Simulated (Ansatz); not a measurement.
**Run report: Ge2Si, band-structure calculation**

System: Ge2Si (P-3m1, 6 atoms in the cell).
Method: DFT LDA, scalar-relativistic, plane waves, PAW, no spin polarisation (Ansatz 0.2.0).

The structure was made by a generator, so it may or may not be a known phase. Figures and captions count atoms from 1; the log counts them from 0 in places.

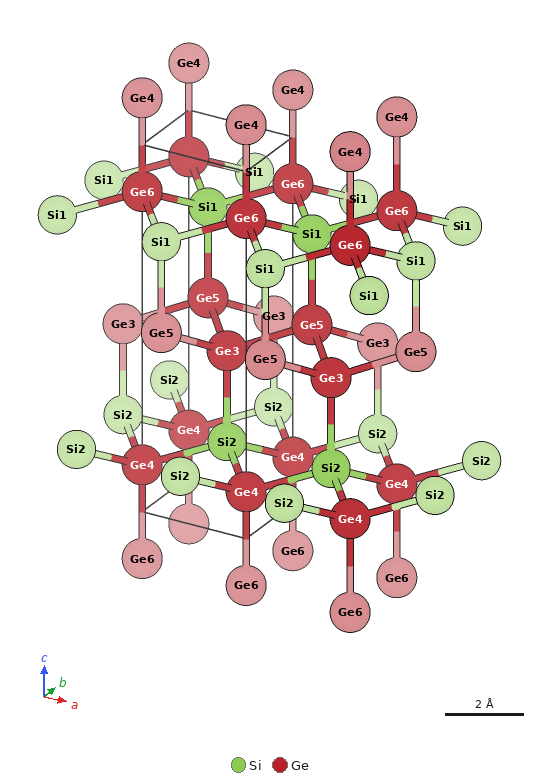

*The structure as given in the input (ball-and-stick view of the cell of the calculation, repeated 2 × 1 × 1, seen slightly off an axis; neighbours outside the cell are drawn fainter; atoms are numbered from 1 in the order of the input). An atom can appear more than once, as a periodic image.*

Near neighbours in the periodic cell (some may lie outside the picture): Si has 4 Ge at 2.42 to 2.44 Å; Ge has 3 Ge at 2.46 Å and 1 Si at 2.42 Å; Ge has 1 Ge at 2.50 Å and 3 Si at 2.44 Å.

Input
```yaml
crystal:
  lattice:
    - [3.9955312957, -2.89e-08, 0.0]
    - [-1.9977656229, 3.4602316181, 0.0]
    - [0.0, 0.0, 9.7871257]
  atoms:
    - { symbol: Si, position: [0.3333333333, 0.6666666667, 0.791495] }
    - { symbol: Si, position: [0.6666666667, 0.3333333333, 0.208505] }
    - { symbol: Ge, position: [0.6666666667, 0.3333333333, 0.455877] }
    - { symbol: Ge, position: [0.0, 0.0, 0.127624] }
    - { symbol: Ge, position: [0.3333333333, 0.6666666667, 0.544123] }
    - { symbol: Ge, position: [0.0, 0.0, 0.872376] }
basis:
  ecutwfc: 420
kpoints:
  mp_grid: { grid: [12, 12, 4] }
  band_path:
    path:
      - [[0.0, 0.0, 0.0], [0.5, 0.0, 0.0], [0.33333333, 0.33333333, 0.0], [0.0, 0.0, 0.0], [0.0, 0.0, 0.5], [0.5, 0.0, 0.5], [0.33333333, 0.33333333, 0.5], [0.0, 0.0, 0.5]]
      - [[0.5, 0.0, 0.5], [0.5, 0.0, 0.0]]
      - [[0.33333333, 0.33333333, 0.5], [0.33333333, 0.33333333, 0.0]]
    npoints: 14
hamiltonian:
  xc: lda
scf:
  occupations: { method: gaussian, width: 0.02 }
  n_extra_bands: 15
output:
  forces: true
  stress: true
  eigenvalues: true
  populations: true
  dos: { projected: true, de: 0.02, nscf_kmesh: { grid: [18, 18, 6] } }
  bader: true
  write_density: true
  write_potential: true
  elf: true
  volumetric_format: npy
```

Machine: 4 threads of Arm Neoverse V2, 240 GiB of memory available, shared host.

Command:
```bash
ansatz run input.yaml --threads 4 --pin off --max-ram 8192MiB --backend cpu --events-out ev --progress --plain --runs-dir out
```

What the program printed
```
scf.n_extra_bands = 15 over 32 filled bands (N_el = 64.0): the run solves 47 bands
Engine: ansatz 0.2.0, aarch64-unknown-linux-gnu
Pseudopotentials: kind: paw
Pseudopotential: Si, paw, valence charge 4, recommended cutoff 420 eV (normal), Si.paw.azcp
Pseudopotential: Ge, paw, valence charge 14, recommended cutoff 420 eV (normal), Ge.paw.azcp
Functional definition: SPW92
  exchange = slater_x
  correlation = pw_c
Crystal: 6 atoms, lattice volume = 135.312 Å³
Basis set: ecut = 420 eV, 2649 PW (Γ)
Bands: 47, of which v1, the nominal top of the filled ones, is band 32 counted from 1 (31 counted from 0)
Symmetry: 12 space group operations
Space group: P-3m1 (ITA 164), of the structure as read, at distance tolerance 5.1e-5 Å
k-points: 69 of 576
Non-local potential: Si, projectors of the file, l = 0: 2, l = 1: 2, l = 2: 2
Non-local potential: Ge, projectors of the file, l = 0: 2, l = 1: 2, l = 2: 3, l = 3: 1
PAW form: soft (Blöchl's): semilocal exchange-correlation on the pseudo side does not see the compensation charge
PAW frozen core: Si, regenerated for the run's functional, and the local potential with it (the file was generated under x = pbe(κ = 0.804, μ = 0.2195149727645171), c = pbe(β = 0.06672455060314922))
PAW frozen core: Ge, regenerated for the run's functional, and the local potential with it (the file was generated under x = pbe(κ = 0.804, μ = 0.2195149727645171), c = pbe(β = 0.06672455060314922))
PAW one-centre angular grid: Si, 110 points (default); XC on 64 Gauss nodes
PAW one-centre angular grid: Ge, 590 points (default); XC on 64 Gauss nodes
Initial density: superposition of atomic densities (neutral atoms: chi_scale 0, normalization atom), corrected by the library's trained network
Initial wavefunctions: pseudopotential atomic-orbital guess
Functional: x = slater, c = lda
SCF iter   1: F=—  HF=-18080.014582 eV  |F-HF|=—  |Δ(HF+E_count)|=         —  Δρ=5.08e-3  dr2=3.13e-2  ethr=1.77e-3  ⟨swp⟩=6.0  Hψ=13471  notcnv=0  defer=87
preconditioner: auto → Resta (q_TF=auto, 2.408 Å⁻¹)  ε∞=2.3  [insulator: Δε(μ)=0.294 eV  Ē_g=22.321 eV  σ=0.020 eV  W_gap=1.00  n_scr=36 (ndim 8)  ℏωp=25.5 eV  f_vac=0.027  D(μ)=0.00/eV (n_scr^D=0)  ε∞_Penn≈2.3]
SCF iter   2: F=—  HF=-18080.005952 eV  |F-HF|=—  |Δ(HF+E_count)|=   8.63e-3  Δρ=2.86e-3  dr2=6.22e-3  ethr=4.88e-5  ⟨swp⟩=2.3  Hψ=4248  notcnv=0  defer=591
SCF iter   3: F=—  HF=-18080.005249 eV  |F-HF|=—  |Δ(HF+E_count)|=   7.03e-4  Δρ=8.76e-4  dr2=2.02e-3  ethr=9.71e-6  ⟨swp⟩=2.0  Hψ=5280  notcnv=0  defer=596
SCF iter   4: F=—  HF=-18080.004883 eV  |F-HF|=—  |Δ(HF+E_count)|=   3.67e-4  Δρ=2.32e-4  dr2=7.33e-5  ethr=3.15e-6  ⟨swp⟩=2.9  Hψ=4938  notcnv=0  defer=596
SCF iter   5: F=—  HF=-18080.004894 eV  |F-HF|=—  |Δ(HF+E_count)|=   1.10e-5  Δρ=7.30e-5  dr2=6.86e-6  ethr=1.15e-7  ⟨swp⟩=2.0  Hψ=4616  notcnv=0  defer=596
SCF iter   6: F=—  HF=-18080.004888 eV  |F-HF|=—  |Δ(HF+E_count)|=   5.80e-6  Δρ=2.73e-5  dr2=1.34e-6  ethr=1.07e-8  ⟨swp⟩=2.0  Hψ=4829  notcnv=0  defer=596
SCF iter   7: F=-18080.004888 eV  HF=-18080.004888 eV  |F-HF|=1.28e-8  |Δ(HF+E_count)|=   3.11e-7  Δρ=9.13e-6  dr2=8.99e-8  ethr=1.56e-10  ⟨swp⟩=13.4  Hψ=21860  notcnv=0
SCF 1 converged in 7 iterations: F = -18080.004888 eV  dr2 = 8.99e-8
  greatest PAW one-centre occupation: 0.998 electrons in one spin orbital (limit 2), on the Ge atom at site 4 (counted from 0), in its partial waves of l = 2
```

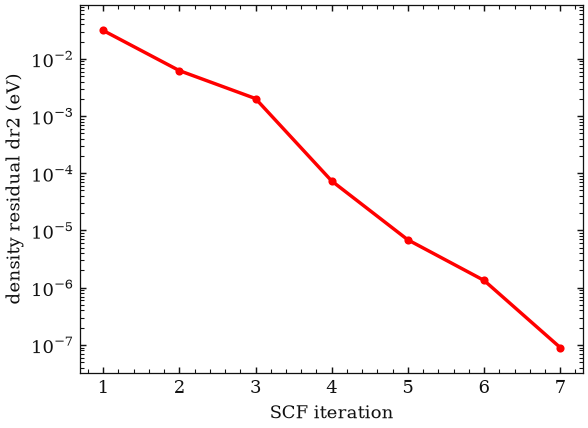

*Convergence of the self-consistent field: density residual dr2 against the SCF iteration.*

The residual falls at every step.

```
NSCF: frozen V_eff on 129 k-points
NSCF: frozen V_eff on 202 k-points
SCF converged after 7 iterations
Free energy (F): -18080.004888 eV
Harris-Foulkes:  -18080.004888 eV  (|F-HF|=1.28e-8)
Internal energy: -18080.004888 eV  (E = F + TS)
E sigma→0 (E₀):  -18080.004888 eV
Fermi energy:    7.348708 eV
--- Per-component energies (eV) ---
  E_band       = -653.042149
  E_kinetic    = 525.402317
  E_local      = -10755.822549  (includes V_loc(G=0)·N_el)
  E_nonlocal   = 1739.701943
  E_hartree    = 4732.601516
  E_xc         = -409.086895
  E_vxc        = -353.089577  (∫ρ·V_xc dr)
  E_paw        = -8737.599671  (= ΣΔE_a)
  E_vpaw       = -1274.445413  (= ΣTr[D̂ρ^β])
  E_aug_tail   = 0.001122  (compensation charges beyond the density's cutoff)
  E_ewald      = -5183.004638
  E_core_change = 7.801966  (= ΣΔE_core)
  E_smearing   = -0.000000  (= −TS)
  E_closure    = -0.000000  (closes the sum)
  Σ components = -18080.004888   (vs F -18080.004888, Δ=0.00e0)
--- Forces (eV/Å), atoms counted from 1 ---
  atom   1  Si     0.00000000    -0.00000000    -0.00155974
  atom   2  Si     0.00000000     0.00000000     0.00155974
  atom   3  Ge     0.00000000    -0.00000000     0.06502153
  atom   4  Ge    -0.00000000    -0.00000000    -0.04358775
  atom   5  Ge     0.00000000     0.00000000    -0.06502153
  atom   6  Ge    -0.00000000     0.00000000     0.04358775
  max |Σ_I F_I| component: 1.39e-17 eV/Å
--- Stress (GPa, compression-positive) ---
       -4.250624       0.000000      -0.000000
        0.000000      -4.250624      -0.000000
       -0.000000      -0.000000      -4.250867
  P = ⅓ Tr σ = -4.2507 GPa (-42.507 kbar)
--- Band table (eV; the first three rows and the last of 69) ---
  k-point 0: bands = ["-17.5346", "-17.5171", "-17.5171", "-17.4562", "-17.4562", "-17.4445", "-17.4445", "-17.4252", "-17.4252", "-17.4116", "-17.4116", "-17.3801", "-17.3771", "-17.3771", "-17.3767", "-17.3383", "-17.2764", "-17.2764", "-17.2439", "-17.2439", "-5.1598", "-4.0414", "-3.7279", "1.0994", "1.6769", "5.9664", "5.9664", "6.1464", "6.1464", "7.1166", "7.1782", "7.1782", "7.5206", "7.7509", "7.9885", "9.6181", "9.6181", "9.6773", "10.5816", "10.5816", "10.9777", "10.9777", "13.6922", "13.9230", "14.2459", "14.8892", "15.2341"]
  k-point 1: bands = ["-17.5346", "-17.5171", "-17.5171", "-17.4562", "-17.4562", "-17.4445", "-17.4445", "-17.4251", "-17.4251", "-17.4116", "-17.4116", "-17.3801", "-17.3771", "-17.3771", "-17.3767", "-17.3383", "-17.2764", "-17.2764", "-17.2439", "-17.2439", "-5.0800", "-4.4223", "-3.3232", "0.3128", "2.7603", "5.8264", "5.8753", "5.8753", "6.3283", "6.3283", "7.0323", "7.0323", "7.6226", "8.0149", "8.4240", "9.8220", "9.8220", "10.0630", "10.5110", "10.5110", "10.9098", "10.9098", "12.7489", "14.1121", "14.3291", "14.9737", "14.9737"]
  k-point 2: bands = ["-17.5346", "-17.5171", "-17.5171", "-17.4562", "-17.4562", "-17.4445", "-17.4445", "-17.4251", "-17.4251", "-17.4116", "-17.4116", "-17.3801", "-17.3771", "-17.3771", "-17.3767", "-17.3383", "-17.2764", "-17.2764", "-17.2439", "-17.2439", "-4.9056", "-4.7417", "-3.0571", "-0.1175", "4.2409", "4.2618", "5.8262", "5.8262", "6.5483", "6.5483", "6.8112", "6.8112", "7.5638", "8.3129", "8.3699", "10.2108", "10.2108", "10.2575", "10.2575", "10.8311", "10.8311", "11.0956", "11.5038", "14.2397", "14.9575", "14.9575", "15.0012"]
  k-point 68: bands = ["-17.5492", "-17.5304", "-17.4647", "-17.4647", "-17.4586", "-17.4586", "-17.4221", "-17.4221", "-17.4081", "-17.4081", "-17.3785", "-17.3785", "-17.3692", "-17.3692", "-17.3658", "-17.3531", "-17.3326", "-17.2830", "-17.2830", "-17.2069", "-2.4567", "-2.1071", "-2.1071", "-0.6979", "-0.0366", "-0.0366", "3.1322", "3.1322", "3.2666", "4.3945", "4.3945", "4.4497", "9.9800", "10.2165", "10.2165", "10.6393", "10.6393", "10.7138", "12.7311", "12.8532", "13.1039", "13.1039", "13.3486", "13.3486", "14.6460", "14.6460", "15.2987"]
--- Löwdin populations: 6 sites ---
  site symbol       q [e]
     0     Si      3.8747
     1     Si      3.8747
     2     Ge     14.0059
     3     Ge     14.0474
     4     Ge     14.0059
     5     Ge     14.0474
  spilling = 0.002247 (of n_electrons = 64.000000)
--- Bader charges: 6 sites ---
  site symbol  charge [e]  shift [e]
     0     Si      0.2656     0.0024
     1     Si      0.2656     0.0024
     2     Ge     -0.0734     0.0004
     3     Ge     -0.1922     0.0020
     4     Ge     -0.0734     0.0004
     5     Ge     -0.1922     0.0020
  estimated error of the sums over rays = 3.0e-4 e
```

File bader_charges.tsv
```
# site	symbol	x_ang	y_ang	z_ang	partial_charge_e	electrons	volume_ang3	relative_density_drop	shared_charge_e	partial_wave_shift_e
# quadrature_error_electrons = 3.0e-4
0	Si	0.0000	2.3068	7.7465	0.26558	13.73442	20.66	-	0.26558	0.00241
1	Si	1.9978	1.1534	2.0407	0.26557	13.73443	20.66	-	0.26557	0.00241
2	Ge	1.9978	1.1534	4.4617	-0.07336	32.07336	23.05	-	-0.07336	0.00043
3	Ge	0.0000	0.0000	1.2491	-0.19221	32.19221	23.94	-	-0.19221	0.00198
4	Ge	0.0000	2.3068	5.3254	-0.07336	32.07336	23.05	-	-0.07336	0.00043
5	Ge	0.0000	0.0000	8.5381	-0.19222	32.19222	23.94	-	-0.19222	0.00198
```

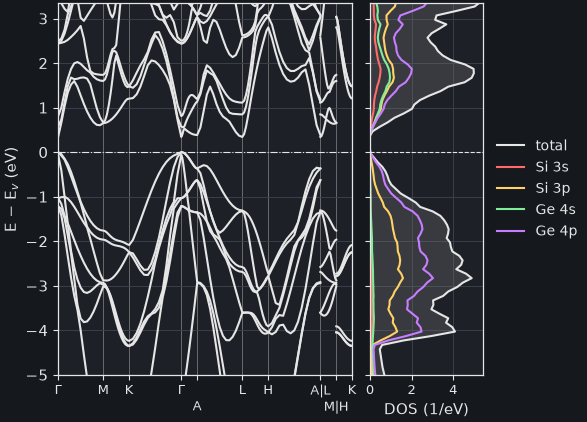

*Band structure along Γ–M–K–Γ–A–L–H–A|L–M|H–K and density of states (projected on Löwdin-orthogonalised atomic shells), with energies from the valence-band top.*

There is a gap of 0.34 eV on this path, direct, at Γ.

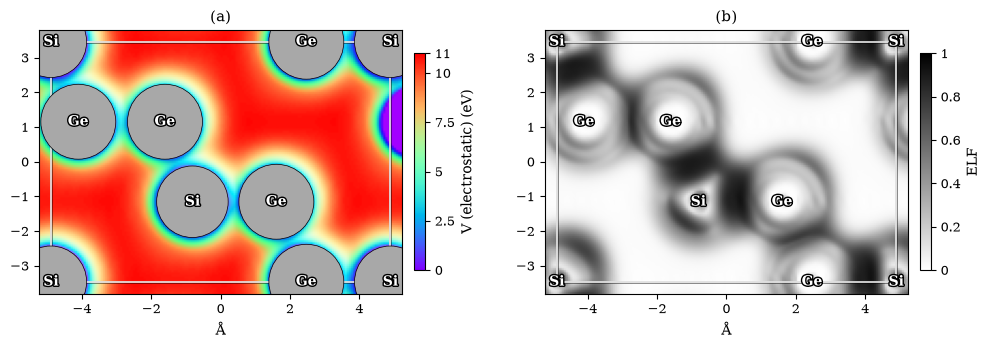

*(a) electrostatic potential energy of an electron; (b) electron localisation function on the (110) plane of the conventional cell. Grey discs, where drawn, cover atomic cores.*

The section cuts through Si and Ge sites. Si–Ge (2.42 Å): the ELF peaks at about 0.90 between the atoms, which marks a shared electron pair. Outside the cores the potential energy rises away from the atoms and is highest about 2.4 Å from the nearest atoms; outside the discs it spans about 10 eV, and its zero is arbitrary. The fields are those of the smooth PAW valence density.

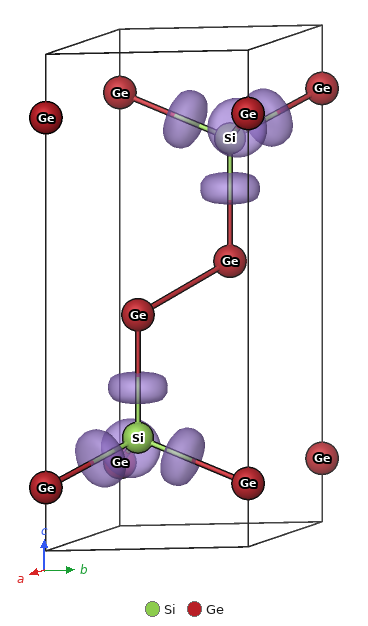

*Isosurface of the electron localisation function at 0.8 (purple), seen slightly off an axis. Only the valence region is drawn (cores and ρ < 0.01 e/Å³ removed). Sticks mark near contacts. The outline is the cell set on symmetry axes.*

Values along the shortest contacts: Ge–Ge (2.46 Å): the ELF peaks at about 0.75 between the atoms, which marks a covalent bond.

Summary

| quantity | value |
| --- | --- |
| outcome | converged |
| space group (tolerance 0.01 Å) | P-3m1 (164) |
| electrons treated | 64 |
| free energy | −18080.0049 eV |
| Fermi energy | 7.349 eV |
| gap on the k-point mesh | 0.34 eV |
| gap on the band path | 0.34 eV |
| pressure | −4.25 GPa |
| largest force (length of the vector) | 0.065 eV/Å |
| wall time | 42 s (CPU time 2.8 min) |
| peak memory | 0.95 GiB |
